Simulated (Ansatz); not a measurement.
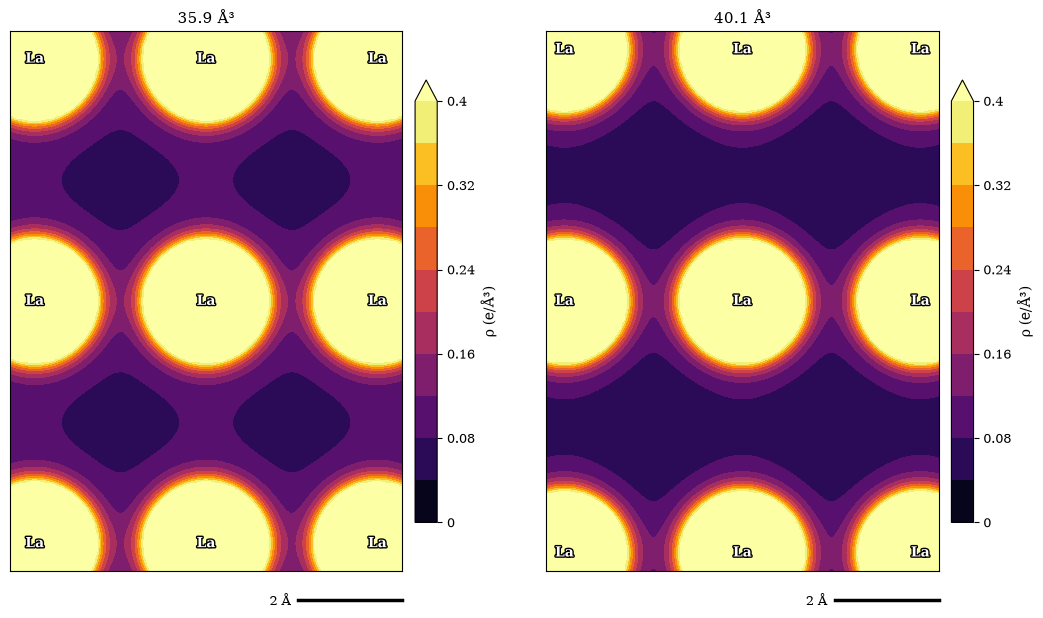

La. The valence pseudo-density of cells scaled evenly to different volumes (given per atom above each panel), on the (101) plane of each (indices in the axes of the cell below), at one length scale and on one colour scale.

A generated structure, not necessarily the stable one; spin-polarised.

Level of theory: Ansatz 0.2.0, DFT, m-r2SCAN, plane waves (500 eV) with PAW, scalar-relativistic.

Core electrons are frozen (PAW), and the valence fields are smoothed inside the atomic spheres.

The largest cell:

```cif
data_structure
_symmetry_space_group_name_H-M 'P 1'
_symmetry_Int_Tables_number 1
_cell_length_a 3.4242
_cell_length_b 3.4242
_cell_length_c 3.4242
_cell_angle_alpha 90.000
_cell_angle_beta 90.000
_cell_angle_gamma 90.000
_cell_volume 40.15
loop_
_atom_site_label
_atom_site_type_symbol
_atom_site_fract_x
_atom_site_fract_y
_atom_site_fract_z
_atom_site_occupancy
La1 La 0.00000 0.00000 0.00000 1
```

| volume (Å³/atom) | La–La contact in the plane (Å) | ρ at its midpoint (e/Å³) | pressure (GPa) | 
| --- | --- | --- | --- |
| 35.85 | 3.297 | 0.154 | −0.1 | 
| 38.71 | 3.383 | ? | ? | 
| 40.15 | 3.424 | 0.128 | −2.4 | 

**What values belong in the row with question marks?**

Over the known rows ln ρ falls by 1.46 per Å of La–La distance (the line through the two), which gives 0.136 e/Å³ at 3.383 Å; the calculation gives 0.136 e/Å³. For the pressure, a straight line in volume between the neighbouring rows gives −1.6 GPa; the calculation gives −1.8.
